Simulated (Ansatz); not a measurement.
## Run report: MoS2, geometry relaxation

The run: geometry relaxation of MoS2 (3 atoms in the cell). Method and program: DFT PBE+D3(BJ), scalar-relativistic, plane waves, PAW, no spin polarisation (Ansatz 0.2.0).

The structure derives from an entry of the Crystallography Open Database.

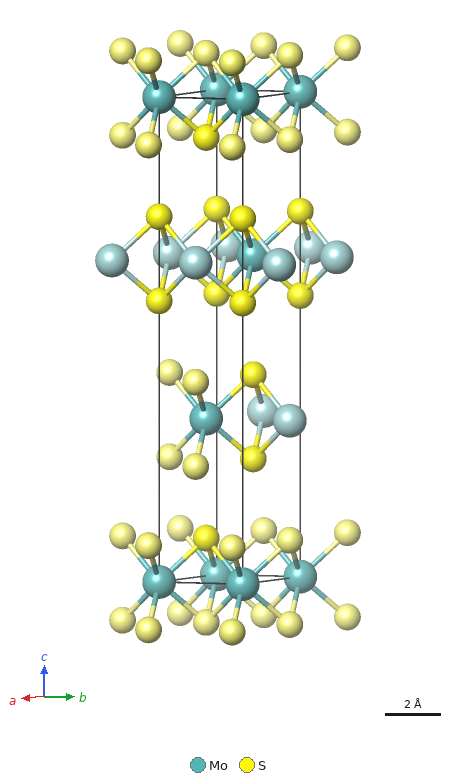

**Figure 1.** The structure as given in the input (ball-and-stick view of the cell 3 times as large as that of the calculation, set on its symmetry axes, seen at an oblique angle; neighbours outside the cell are drawn fainter). An atom can appear more than once, as a periodic image. Near neighbours in the periodic cell (some may lie outside the picture): Mo has 6 S at 2.40 Å; S has 3 Mo at 2.40 Å.

## The input
```yaml
crystal:
  lattice:
    - [1.5767622964, 0.9103441363, 5.9991040429]
    - [-1.5767622964, 0.9103441363, 5.9991040429]
    - [0.0, -1.8206882725, 5.9991040429]
  atoms:
    - { symbol: Mo, position: [1.65957e-05, 1.65957e-05, 1.65957e-05] }
    - { symbol: S, position: [0.7535551423, 0.7535551423, 0.7535551423] }
    - { symbol: S, position: [0.579728262, 0.579728262, 0.579728262] }
basis:
  ecutwfc: 420
kpoints:
  mp_grid: { grid: [12, 12, 12] }
hamiltonian:
  xc: pbe
  dispersion: d3bj
scf:
  occupations: { method: gaussian, width: 0.02 }
output:
  forces: true
  stress: true
  eigenvalues: true
relax:
  adjacent_minimum: "off"
  f_tol: 0.005
  max_steps: 80
  cell: { stress_tol: 0.05 }
```

Run on 8 threads of Arm Neoverse V2, 24 GiB of memory available, shared host.

Launch command:
```bash
ansatz run input.yaml --threads 8 --pin off --max-ram 20480MiB --backend cpu --events-out ev --progress --plain --runs-dir out
```

## Log
```
basis.fft_grid_basis auto: the FFT boxes are laid along the combinations [[1, 0, -1], [0, 1, -1], [0, 0, 1]] of the cell's own vectors, 3.154, 3.154 and 6.269 Å long. The dense box has 24×24×45 points. Along the cell's own vectors, as sized, it would have 45×45×45, 3.52 times as many. Of the 6 symmetry operations that the crystal satisfies within crystal.symmetry.tolerance (time reversal apart; of a slab, those that keep its plane) the dense box along the cell's own vectors carries 6, and the one as laid loses 4 of those. basis.fft_grid_basis: typed keeps the cell's own vectors: state it where this run's energies or levels are differenced outside the engine with another run's, or held beside a run that keeps those vectors.
Engine: ansatz 0.2.0, aarch64-unknown-linux-gnu
Pseudopotentials: kind: paw
Pseudopotential: Mo, paw, valence charge 14, recommended cutoff 420 eV (normal), Mo.paw.azcp
Pseudopotential: S, paw, valence charge 6, recommended cutoff 420 eV (normal), S.paw.azcp
Functional definition: PBE
  parameter kappa = 0.804
  parameter beta = 0.06672455060314922
  exchange = pbe_x(kappa = kappa, mu = beta*pi^2/3)
  correlation = pbe_c(beta = beta)
Crystal: 3 atoms, lattice volume = 51.667 Å³
Basis set: ecut = 420 eV, 999 PW (Γ), FFT grids on a1−a3, a2−a3, a3, exchange–correlation on 48×48×90 points (8 copies of the dense FFT grid, shifted against one another)
Bands: 17, of which v1, the nominal top of the filled ones, is band 13 counted from 1 (12 counted from 0)
Symmetry: 6 space group operations
Space group: R3m (ITA 160), of the structure as read, at distance tolerance 3.7e-5 Å
k-points: 189 of 1728 (time reversal used)
Non-local potential: Mo, projectors of the file, l = 0: 3, l = 1: 2, l = 2: 2, l = 3: 1
Non-local potential: S, projectors of the file, l = 0: 2, l = 1: 2, l = 2: 2
PAW form: soft (Blöchl's): semilocal exchange-correlation on the pseudo side does not see the compensation charge
PAW one-centre angular grid: Mo, 590 points (default); XC on 64 Gauss nodes
PAW one-centre angular grid: S, 110 points (default); XC on 64 Gauss nodes
Initial density: superposition of atomic densities (neutral atoms: chi_scale 0, normalization atom), corrected by the library's trained network
Initial wavefunctions: pseudopotential atomic-orbital guess
Functional: x = pbe(κ = 0.804, μ = 0.2195149727645171), c = pbe(β = 0.06672455060314922)
SCF iter   1: F=—  HF=-6764.044114 eV  |F-HF|=—  |Δ(HF+E_count)|=         —  Δρ=5.63e-3  dr2=5.11e-3  ethr=1.77e-3  ⟨swp⟩=6.0  Hψ=18202  notcnv=0
preconditioner: auto → none  [insulator: Δε(μ)=0.797 eV  Ē_g=8.202 eV  σ=0.020 eV  W_gap=1.00  n_scr=16 (ndim 8)  ℏωp=21.9 eV  f_vac=0.008  D(μ)=0.00/eV (n_scr^D=0)  ε∞_Penn≈8.1]
SCF iter   2: F=—  HF=-6764.048366 eV  |F-HF|=—  |Δ(HF+E_count)|=   4.25e-3  Δρ=2.93e-3  dr2=1.04e-3  ethr=1.97e-5  ⟨swp⟩=2.2  Hψ=7044  notcnv=0
SCF iter   3: F=—  HF=-6764.050422 eV  |F-HF|=—  |Δ(HF+E_count)|=   2.06e-3  Δρ=7.85e-4  dr2=4.99e-4  ethr=4.01e-6  ⟨swp⟩=2.0  Hψ=5586  notcnv=0
SCF iter   4: F=—  HF=-6764.050430 eV  |F-HF|=—  |Δ(HF+E_count)|=   7.59e-6  Δρ=8.19e-5  dr2=3.35e-6  ethr=1.92e-6  ⟨swp⟩=2.0  Hψ=4536  notcnv=0
SCF iter   5: F=—  HF=-6764.050434 eV  |F-HF|=—  |Δ(HF+E_count)|=   4.01e-6  Δρ=1.53e-5  dr2=6.00e-8  ethr=1.29e-8  ⟨swp⟩=2.1  Hψ=4939  notcnv=0
SCF iter   6: F=-6764.050434 eV  HF=-6764.050434 eV  |F-HF|=1.28e-9  |Δ(HF+E_count)|=   1.35e-7  Δρ=4.17e-6  dr2=1.09e-8  ethr=2.31e-10  ⟨swp⟩=3.0  Hψ=12630  notcnv=0
SCF 1 converged in 6 iterations: F = -6764.050434 eV  dr2 = 1.09e-8
  greatest PAW one-centre occupation: 0.998 electrons in one spin orbital (limit 2), on the Mo atom at site 0 (counted from 0), in its partial waves of l = 0
relax step   1: F+E_penalty+E_count = -6764.05043402 eV  Δ(F+E_penalty+E_count) = +0.000e0 eV  max|allowed force component| = 1.510e-2 eV/Å  Δτ_max = 0.0000 Å  P = -0.108 GPa  Ω = 51.667 Å³  (6 SCF iters, dr2 threshold 1.00e-7 eV, accepted)
Crystal: 3 atoms, lattice volume = 51.647 Å³
Initial density: handed on by an earlier stage of this run
Initial wavefunctions: those handed on with the density
iter 1 solved again at ethr=7.28e-9 eV; its pass at ethr=3.10e-3 eV (dr2=1.89e-6 eV) is discarded
SCF iter   1: F=—  HF=-6764.050447 eV  |F-HF|=—  |Δ(HF+E_count)|=         —  Δρ=5.72e-5  dr2=2.08e-6  ethr=7.28e-9  ⟨swp⟩=2.1  Hψ=19383  notcnv=0
preconditioner: auto → none  [insulator: Δε(μ)=0.791 eV  Ē_g=8.206 eV  σ=0.020 eV  W_gap=1.00  n_scr=16 (ndim 8)  ℏωp=21.9 eV  f_vac=0.008  D(μ)=0.00/eV (n_scr^D=0)  ε∞_Penn≈8.1]
SCF iter   2: F=—  HF=-6764.050448 eV  |F-HF|=—  |Δ(HF+E_count)|=   1.20e-6  Δρ=2.09e-5  dr2=1.39e-7  ethr=7.28e-9  ⟨swp⟩=2.0  Hψ=4522  notcnv=0
iter 3 did not close the SCF: its close was put off for the readings that it lacked (scf_convergence_deferred on its scf_iter line)
SCF iter   3: F=-6764.050448 eV  HF=-6764.050448 eV  |F-HF|=1.36e-8  |Δ(HF+E_count)|=   1.00e-8  Δρ=6.58e-6  dr2=2.48e-8  ethr=5.33e-10  ⟨swp⟩=2.0  Hψ=4540  notcnv=0
iter 4 did not close the SCF: its close was put off for the readings that it lacked (scf_convergence_deferred on its scf_iter line)
SCF iter   4: F=-6764.050448 eV  HF=-6764.050448 eV  |F-HF|=2.23e-10  |Δ(HF+E_count)|=   1.66e-9  Δρ=2.30e-6  dr2=1.11e-9  ethr=9.53e-11  ⟨swp⟩=2.0  Hψ=4531  notcnv=0
iter 5 did not close the SCF: its close was put off for the readings that it lacked (scf_convergence_deferred on its scf_iter line)
SCF iter   5: F=-6764.050448 eV  HF=-6764.050448 eV  |F-HF|=8.19e-12  |Δ(HF+E_count)|=  3.89e-10  Δρ=3.18e-7  dr2=3.60e-11  ethr=4.29e-12  ⟨swp⟩=2.0  Hψ=4596  notcnv=0
SCF iter   6: F=-6764.050448 eV  HF=-6764.050448 eV  |F-HF|=0.00e0  |Δ(HF+E_count)|=  6.37e-12  Δρ=4.87e-8  dr2=6.74e-13  ethr=1.00e-12  ⟨swp⟩=1.0  Hψ=7182  notcnv=0
SCF 2 converged in 6 iterations: F = -6764.050448 eV  dr2 = 6.74e-13
relax step   2: F+E_penalty+E_count = -6764.05044843 eV  Δ(F+E_penalty+E_count) = -1.441e-5 eV  max|allowed force component| = 5.481e-3 eV/Å  Δτ_max = 0.0006 Å  P = +0.015 GPa  Ω = 51.647 Å³  energy of the carried Pulay correction = +2.350e-6 eV  (6 SCF iters, dr2 threshold 5.82e-8 eV, accepted)
Crystal: 3 atoms, lattice volume = 51.626 Å³
iter 1 solved again at ethr=6.62e-9 eV; its pass at ethr=3.10e-3 eV (dr2=1.72e-6 eV) is discarded
SCF iter   1: F=—  HF=-6764.050450 eV  |F-HF|=—  |Δ(HF+E_count)|=         —  Δρ=5.40e-5  dr2=1.54e-6  ethr=6.62e-9  ⟨swp⟩=2.0  Hψ=19113  notcnv=0
preconditioner: auto → none  [insulator: Δε(μ)=0.789 eV  Ē_g=8.207 eV  σ=0.020 eV  W_gap=1.00  n_scr=16 (ndim 8)  ℏωp=21.9 eV  f_vac=0.008  D(μ)=0.00/eV (n_scr^D=0)  ε∞_Penn≈8.1]
SCF iter   2: F=—  HF=-6764.050452 eV  |F-HF|=—  |Δ(HF+E_count)|=   2.43e-6  Δρ=2.39e-5  dr2=3.43e-7  ethr=5.92e-9  ⟨swp⟩=2.0  Hψ=4536  notcnv=0
SCF iter   3: F=—  HF=-6764.050452 eV  |F-HF|=—  |Δ(HF+E_count)|=   3.37e-8  Δρ=1.23e-5  dr2=5.44e-8  ethr=1.32e-9  ⟨swp⟩=2.3  Hψ=4459  notcnv=0
SCF iter   4: F=—  HF=-6764.050452 eV  |F-HF|=—  |Δ(HF+E_count)|=  2.06e-10  Δρ=3.42e-6  dr2=5.98e-9  ethr=2.09e-10  ⟨swp⟩=1.8  Hψ=4453  notcnv=0
iter 5 did not close the SCF: its close was put off for the readings that it lacked (scf_convergence_deferred on its scf_iter line)
SCF iter   5: F=-6764.050452 eV  HF=-6764.050452 eV  |F-HF|=3.64e-11  |Δ(HF+E_count)|=  3.18e-11  Δρ=4.32e-7  dr2=1.03e-10  ethr=2.30e-11  ⟨swp⟩=1.8  Hψ=3985  notcnv=0
SCF iter   6: F=-6764.050452 eV  HF=-6764.050452 eV  |F-HF|=0.00e0  |Δ(HF+E_count)|=  1.64e-11  Δρ=7.10e-8  dr2=1.60e-12  ethr=1.00e-12  ⟨swp⟩=2.3  Hψ=10915  notcnv=0
SCF 3 converged in 6 iterations: F = -6764.050452 eV  dr2 = 1.60e-12
relax step   3: F+E_penalty+E_count = -6764.05045226 eV  Δ(F+E_penalty+E_count) = -3.836e-6 eV  max|allowed force component| = 7.525e-4 eV/Å  Δτ_max = 0.0007 Å  P = +0.012 GPa  Ω = 51.626 Å³  energy of the carried Pulay correction = +4.884e-6 eV  (6 SCF iters, dr2 threshold 1.88e-9 eV, accepted)
Initial wavefunctions: pseudopotential atomic-orbital guess (no wavefunctions were taken with the density)
iter 1 solved again at ethr=1.87e-7 eV; its pass at ethr=3.10e-3 eV (dr2=4.86e-5 eV) is discarded
SCF iter   1: F=—  HF=-6764.050444 eV  |F-HF|=—  |Δ(HF+E_count)|=         —  Δρ=1.45e-6  dr2=9.75e-10  ethr=1.87e-7  ⟨swp⟩=3.1  Hψ=27450  notcnv=0
eigensolver tolerance schedule: the retry pair's looser diagonalisation over-reported the residual by 49783.93 of it (diagonalisation noise at an unbounded share of the residual, at the tolerance the schedule requests for it); recorded, not acted on — ethr = c·dr2/N_el stays at c = 1.0e-1
preconditioner: auto → none  [insulator: Δε(μ)=0.789 eV  Ē_g=8.206 eV  σ=0.020 eV  W_gap=1.00  n_scr=16 (ndim 8)  ℏωp=21.9 eV  f_vac=0.008  D(μ)=0.00/eV (n_scr^D=0)  ε∞_Penn≈8.1]
SCF iter   2: F=—  HF=-6764.050447 eV  |F-HF|=—  |Δ(HF+E_count)|=   2.76e-6  Δρ=1.20e-6  dr2=1.34e-9  ethr=3.75e-12  ⟨swp⟩=3.7  Hψ=7979  notcnv=0
SCF iter   3: F=—  HF=-6764.050447 eV  |F-HF|=—  |Δ(HF+E_count)|=  2.99e-10  Δρ=7.05e-7  dr2=2.29e-10  ethr=3.75e-12  ⟨swp⟩=2.0  Hψ=4390  notcnv=0
iter 4 did not close the SCF: its close was put off for the readings that it lacked (scf_convergence_deferred on its scf_iter line)
SCF iter   4: F=-6764.050447 eV  HF=-6764.050447 eV  |F-HF|=1.82e-12  |Δ(HF+E_count)|=  4.46e-11  Δρ=8.65e-8  dr2=1.07e-12  ethr=1.00e-12  ⟨swp⟩=2.0  Hψ=4536  notcnv=0
iter 5 did not close the SCF: its close was put off for the readings that it lacked (scf_convergence_deferred on its scf_iter line)
SCF iter   5: F=-6764.050447 eV  HF=-6764.050447 eV  |F-HF|=0.00e0  |Δ(HF+E_count)|=  1.82e-12  Δρ=3.29e-8  dr2=1.22e-12  ethr=1.00e-12  ⟨swp⟩=1.0  Hψ=3213  notcnv=0
iter 6 did not close the SCF: its close was put off for the readings that it lacked (scf_convergence_deferred on its scf_iter line)
SCF iter   6: F=-6764.050447 eV  HF=-6764.050447 eV  |F-HF|=2.73e-12  |Δ(HF+E_count)|=  1.82e-12  Δρ=1.18e-8  dr2=7.19e-14  ethr=1.00e-12  ⟨swp⟩=1.0  Hψ=3213  notcnv=0
iter 7 did not close the SCF: its close was put off for the readings that it lacked (scf_convergence_deferred on its scf_iter line)
SCF iter   7: F=-6764.050447 eV  HF=-6764.050447 eV  |F-HF|=9.09e-13  |Δ(HF+E_count)|=  9.09e-13  Δρ=5.34e-9  dr2=2.68e-14  ethr=1.00e-12  ⟨swp⟩=1.0  Hψ=3213  notcnv=0
SCF iter   8: F=-6764.050447 eV  HF=-6764.050447 eV  |F-HF|=9.09e-13  |Δ(HF+E_count)|=  2.73e-12  Δρ=1.40e-9  dr2=6.74e-16  ethr=1.00e-12  ⟨swp⟩=3.0  Hψ=10701  notcnv=0
SCF 4 converged in 8 iterations: F = -6764.050447 eV  dr2 = 6.74e-16
relax step   4: F+E_penalty+E_count = -6764.05044684 eV  Δ(F+E_penalty+E_count) = +5.423e-6 eV  max|allowed force component| = 7.506e-4 eV/Å  Δτ_max = 0.0000 Å  P = +0.012 GPa  Ω = 51.626 Å³  stress off target by 1.70e-2 GPa  SCF on the basis re-selected at this cell (its energy is not comparable with the rows above)  (8 SCF iters)
```

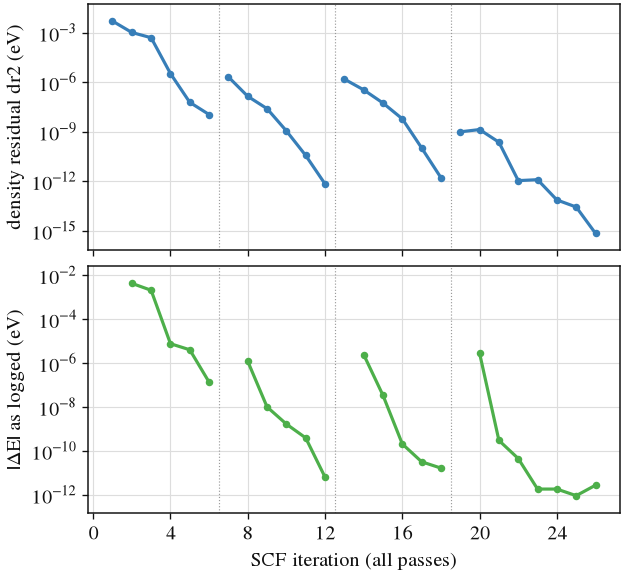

**Figure 2.** Convergence of the self-consistent field: density residual dr2 and size of the energy change against the SCF iteration. The dotted lines part the SCF passes of the relaxation: geometry steps, rejected trials and re-solves on a re-selected basis. The passes take 6, 6, 6 and 8 iterations.

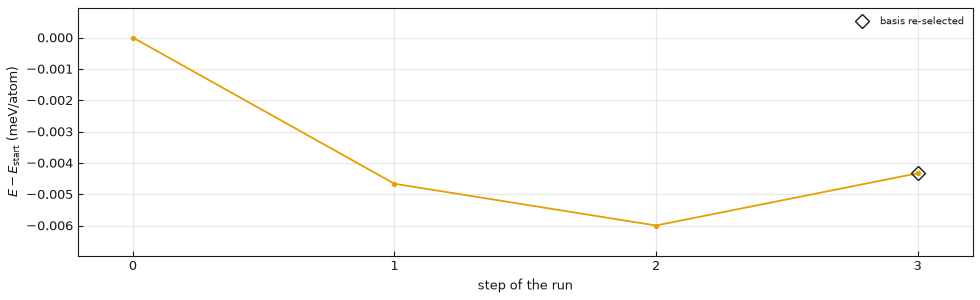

**Figure 3.** Progress of the relaxation, step by step (the first geometry is step 0 here and step 1 in the log). No atom moves by more than 0.005 Å relative to the cell. Cell: a = b 3.154 → 3.153 Å (0.0 %), c 17.997 → 17.990 Å (0.0 %). Volume −0.1 %. The space group stays R3m (No. 160). Over 2 geometry steps the energy falls by next to nothing (0.0 meV per atom). The largest force component goes from 0.015 to 0.00075 eV/Å. Pressure: −0.11 GPa at the start and 0.01 GPa at the end. A last SCF at the same geometry on a re-selected plane-wave basis shifts the energy by +0.0 meV per atom. (Atoms are counted from 1 in the order of the input.)

```
basis re-selected at this cell: Δ(F+E_penalty+E_count) = +5.423e-6 eV, ΔP = +0.000 GPa vs the last step (what re-selecting the basis moved, of the pressure what is left beyond the Pulay correction that the steps carried, after the strain that the cell walked since its last selection, with what the two solves' SCF thresholds leave and, on support functions, any second-order correction that the steps lacked; it is no measure of the basis error at this ecutwfc). This SCF's stress stands 1.70e-2 GPa from its target on what of the cell is left free (relax.cell.stress_tol is 5.00e-2 GPa) and its largest allowed force component is 7.51e-4 eV/Å (relax.f_tol is 5.00e-3 eV/Å): within both
SCF converged after 8 iterations
Free energy (F): -6764.050447 eV
Harris-Foulkes:  -6764.050447 eV  (|F-HF|=9.09e-13)
Internal energy: -6764.050447 eV  (E = F + TS)
E sigma→0 (E₀):  -6764.050447 eV
Fermi energy:    12.031635 eV
--- Per-component energies (eV) ---
  E_band       = -140.866424
  E_kinetic    = 657.251569
  E_local      = -1850.969128  (includes V_loc(G=0)·N_el)
  E_nonlocal   = 199.301311
  E_hartree    = 706.364959
  E_xc         = -379.043590
  E_vxc        = -405.753843  (∫ρ·V_xc dr)
  E_paw        = -4401.597799  (= ΣΔE_a)
  E_vpaw       = -153.426292  (= ΣTr[D̂ρ^β])
  E_aug_tail   = 0.000040  (compensation charges beyond the density's cutoff)
  E_ewald      = -1694.036687
  E_disp       = -1.321123  (pairwise vdW)
  E_smearing   = -0.000000  (= −TS)
  E_closure    = 0.000000  (closes the sum)
  Σ components = -6764.050447   (vs F -6764.050447, Δ=0.00e0)
--- Forces (eV/Å), atoms counted from 1 ---
  atom   1  Mo     0.00000000     0.00000000     0.00010216
  atom   2  S      0.00000000    -0.00000000    -0.00075065
  atom   3  S      0.00000000     0.00000000     0.00064846
  max |Σ_I F_I| component: 2.30e-8 eV/Å
--- Stress (GPa, compression-positive) ---
        0.017039       0.000000       0.000000
        0.000000       0.017039      -0.000000
        0.000000      -0.000000       0.000945
  P = ⅓ Tr σ = 0.0117 GPa (0.117 kbar)
--- Band table (eV; the first three rows and the last of 189) ---
  k-point 0: bands = ["-49.9839", "-24.1459", "-23.9024", "-23.9024", "-3.5794", "-1.7785", "4.4612", "8.2458", "8.2458", "9.3376", "9.3376", "10.2800", "10.5467", "13.5790", "13.5790", "13.9978", "13.9978"]
  k-point 1: bands = ["-49.9810", "-24.1403", "-23.9306", "-23.9088", "-3.4697", "-1.7462", "4.5910", "8.0108", "8.3590", "8.9682", "9.1642", "10.2605", "10.6697", "13.5153", "13.6546", "13.7416", "13.9017"]
  k-point 2: bands = ["-49.9733", "-24.1251", "-24.0072", "-23.9262", "-3.1562", "-1.6537", "4.9288", "7.4605", "8.2476", "8.6731", "8.7605", "10.1986", "10.4923", "13.0088", "13.6188", "13.7239", "14.1566"]
  k-point 188: bands = ["-49.9839", "-24.1460", "-23.9024", "-23.9024", "-3.2056", "-2.3844", "5.7310", "7.8392", "8.2224", "8.2224", "9.3827", "9.3827", "11.6374", "13.7127", "13.7127", "13.8089", "13.8089"]
--- Relaxed structure (3 steps of the walk, 3 accepted, 1 SCFs on fresh bases) ---
  F+E_penalty+E_count = -6764.05044684 eV   max|allowed force component| = 7.506e-4 eV/Å   (the final SCF, on the basis selected at the relaxed cell)
  cell:  # Å, volume = 51.6256 Å³
    - [1.576474379810679, 0.9101779075709037, 5.996534987113817]
    - [-1.576474379810679, 0.9101779075709037, 5.996534987113817]
    - [1.479168197099576e-19, -1.8203558150918289, 5.996534987121404]
  atoms:
    - { symbol: Mo, position: [1.727152677532376e-5, 1.727152677532376e-5, 1.727152677532376e-5] }
    - { symbol: S, position: [0.7535591258966423, 0.7535591258966423, 0.7535591258966424] }
    - { symbol: S, position: [0.5797236025765822, 0.5797236025765822, 0.5797236025765823] }
```

## Trajectory as extended XYZ (Å, eV, eV/Å), 4 frames, from step=1 to step=4
```
3
Lattice="1.5768 0.9103 5.9991 -1.5768 0.9103 5.9991 0.0000 -1.8207 5.9991" Properties=species:S:1:pos:R:3:forces:R:3 step=1 energy=-6764.05043 pressure_GPa=-0.11
Mo    0.0000    0.0000    0.0003    0.0000   0.0000   0.0006
S     0.0000    0.0000   13.5620    0.0000   0.0000  -0.0151
S     0.0000    0.0000   10.4336    0.0000   0.0000   0.0145
3
Lattice="1.5766 0.9103 5.9977 -1.5766 0.9103 5.9977 0.0000 -1.8205 5.9977" Properties=species:S:1:pos:R:3:forces:R:3 step=2 energy=-6764.05045 pressure_GPa=0.01
Mo    0.0000    0.0000    0.0003    0.0000   0.0000  -0.0002
S     0.0000    0.0000   13.5583    0.0000   0.0000   0.0055
S     0.0000    0.0000   10.4318    0.0000   0.0000  -0.0053
3
Lattice="1.5765 0.9102 5.9965 -1.5765 0.9102 5.9965 0.0000 -1.8204 5.9965" Properties=species:S:1:pos:R:3:forces:R:3 step=3 energy=-6764.05045 pressure_GPa=0.01
Mo    0.0000    0.0000    0.0003    0.0000   0.0000   0.0001
S     0.0000    0.0000   13.5562    0.0000   0.0000  -0.0008
S     0.0000    0.0000   10.4290    0.0000   0.0000   0.0007
3
Lattice="1.5765 0.9102 5.9965 -1.5765 0.9102 5.9965 0.0000 -1.8204 5.9965" Properties=species:S:1:pos:R:3:forces:R:3 step=4 energy=-6764.05045 pressure_GPa=0.01
Mo    0.0000    0.0000    0.0003    0.0000   0.0000   0.0001
S     0.0000    0.0000   13.5562    0.0000   0.0000  -0.0008
S     0.0000    0.0000   10.4290    0.0000   0.0000   0.0006
```

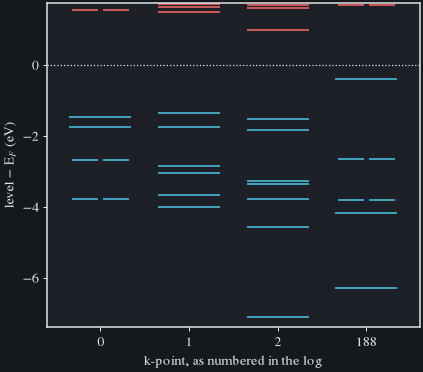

**Figure 4.** Kohn–Sham levels near the Fermi level (dotted) at the few k-points that the log prints; levels within 0.02 eV of each other stand side by side. Among these points the highest filled and lowest empty levels are 1.37 eV apart; the gap on the full mesh, 0.79 eV, has an edge at a point that isn't printed.

## Key numbers

```json
{"quantity": "outcome", "value": "converged"}
{"quantity": "space group (tolerance 0.01 Å)", "value": "R3m (160)"}
{"quantity": "electrons treated", "value": "26"}
{"quantity": "free energy", "value": "−6764.0504 eV"}
{"quantity": "Fermi energy", "value": "12.032 eV"}
{"quantity": "gap on the k-point mesh", "value": "0.79 eV"}
{"quantity": "pressure", "value": "0.01 GPa"}
{"quantity": "final volume", "value": "51.63 Å³"}
{"quantity": "largest force (length of the vector) at the end", "value": "0.001 eV/Å"}
{"quantity": "final cell", "value": "a = 6.267 Å, b = 6.267 Å, c = 6.267 Å, α = 29.14°, β = 29.14°, γ = 29.14°"}
{"quantity": "wall time", "value": "8.5 s (CPU time 62 s)"}
{"quantity": "peak memory", "value": "0.56 GiB"}
```
